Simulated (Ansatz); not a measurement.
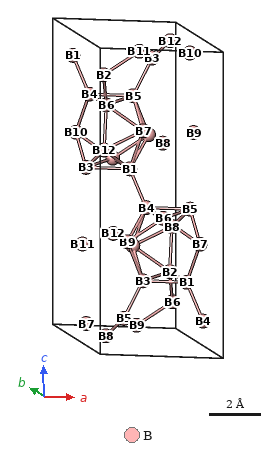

Starting structure of a crystal of B (built on the database_166 type) (coarse preliminary run). The picture is a ball-and-stick view of the conventional cell (3 times the calculation's cell), seen slightly off an axis. Lengths and directions refer to the drawn axes.

Case: structure reported for this formula (R-3m, No. 166).

Method: DFT PBEsol, scalar-relativistic, plane waves, PAW (Ansatz).

Input file:
```yaml
crystal:
  lattice:
    - [2.4589507939, 1.4196759028, 4.1935]
    - [-2.4589507939, 1.4196759028, 4.1935]
    - [0.0, -2.8393518055, 4.1935]
  atoms:
    - { symbol: B, position: [0.01019, 0.65361, 0.01019] }
    - { symbol: B, position: [0.01019, 0.01019, 0.65361] }
    - { symbol: B, position: [0.65361, 0.01019, 0.01019] }
    - { symbol: B, position: [0.98981, 0.34639, 0.98981] }
    - { symbol: B, position: [0.34639, 0.98981, 0.98981] }
    - { symbol: B, position: [0.98981, 0.98981, 0.34639] }
    - { symbol: B, position: [0.22118, 0.6306, 0.22118] }
    - { symbol: B, position: [0.22118, 0.22118, 0.6306] }
    - { symbol: B, position: [0.6306, 0.22118, 0.22118] }
    - { symbol: B, position: [0.77882, 0.3694, 0.77882] }
    - { symbol: B, position: [0.3694, 0.77882, 0.77882] }
    - { symbol: B, position: [0.77882, 0.77882, 0.3694] }
basis:
  ecutwfc: 420
kpoints:
  mp_grid: { grid: [6, 6, 6] }
hamiltonian:
  xc: pbesol
scf:
  occupations: { method: gaussian, width: 0.1 }
  lower_state_search: "off"
output:
  forces: true
  stress: true
  eigenvalues: true
relax:
  adjacent_minimum: "off"
  f_tol: 0.04
  max_steps: 70
  cell: { stress_tol: 0.4 }
```

What does the optimiser find from here?

The largest moves relative to the cell, 0.005 Å, are those of B1, B2, B3, B4, B5 and B6. B4 goes along [0 1 −3]. The volume changes by −2.3 %, with a = b 4.918 → 4.877 Å (−0.8 %), c 12.581 → 12.494 Å (−0.7 %). Among the contacts that change: B1–B7 1.800 → 1.784 Å, B1–B11 1.807 → 1.793 Å, B1–B2 1.754 → 1.740 Å, B7–B11 1.785 → 1.774 Å. The space group stays R-3m (No. 166). Over 2 accepted moves (3 points after the start) the energy falls by 2.9 meV per atom. The largest force component goes from 0.18 to 0.012 eV/Å. Pressure: −5.22 GPa at the start and 0.01 GPa at the end. At 1 point the geometry stayed and the basis and grid were re-selected for the new cell (energy shift of 0.3 meV per atom at most each time).
